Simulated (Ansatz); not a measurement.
PtSe2 (slab)

Input file:

```
crystal:
  lattice:
    - [7.5434048785, 0.0, 0.0]
    - [-3.7717024393, 6.5327802559, 0.0]
    - [0.0, 0.0, 21.4645116858]
  atoms:
    - { symbol: Se, position: [0.3333333333, 0.1666666667, 0.3727082226] }
    - { symbol: Se, position: [0.3333333333, 0.6666666667, 0.3727082226] }
    - { symbol: Se, position: [0.8333333333, 0.1666666667, 0.3727082226] }
    - { symbol: Se, position: [0.8333333333, 0.6666666667, 0.3727082226] }
    - { symbol: Pt, position: [-0.0004947149, -0.0013282783, 0.4329897921] }
    - { symbol: Pt, position: [-0.0004927136, 0.5008330824, 0.4329797728] }
    - { symbol: Pt, position: [0.4997117547, -0.0001435146, 0.4323426014] }
    - { symbol: Pt, position: [0.5008226197, 0.5004179602, 0.4326376769] }
    - { symbol: Se, position: [0.1675767777, 0.3338443202, 0.4919499095] }
    - { symbol: Se, position: [0.1674903553, 0.8337367593, 0.4929760337] }
    - { symbol: Se, position: [0.6655550765, 0.3313200841, 0.4926338576] }
    - { symbol: Se, position: [0.6655585528, 0.8342657808, 0.4926257034] }
basis:
  ecutwfc: 420
kpoints:
  mp_grid: { grid: [3, 3, 1] }
hamiltonian:
  xc: pbe
  dispersion: d3bj
scf:
  occupations: { method: gaussian, width: 0.1 }
output:
  forces: true
  eigenvalues: true
  write_density: true
  volumetric_format: npy
efield:
  axis: 3
  dipole_correction: true
  ramp_width: 0.04
```

Launched as:

```sh
ansatz run input.yaml --threads 4 --pin off --max-ram 10240MiB --backend cpu --events-out ev --progress --plain --runs-dir out
```

Method: DFT PBE+D3(BJ), scalar-relativistic, plane waves, PAW in Ansatz 0.2.0.

Question: What can the converged valence pseudo-density tell about the bonding?

Answer: Pt–Se (2.53 Å): ρ is about 0.57 e/Å³ halfway.

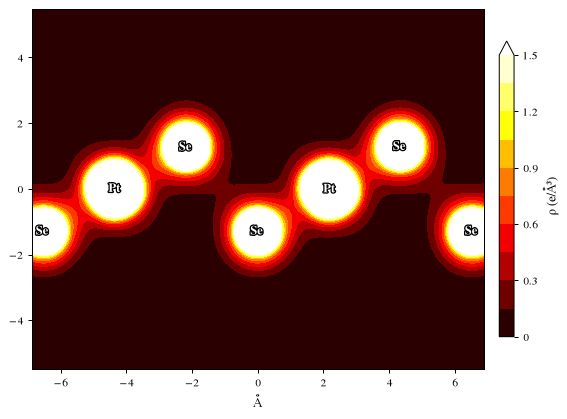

Computed valence pseudo-density on the (110) plane of the calculation cell, a cut from vacuum to vacuum. 

Core electrons are frozen (PAW), and the valence fields are smoothed inside the atomic spheres.
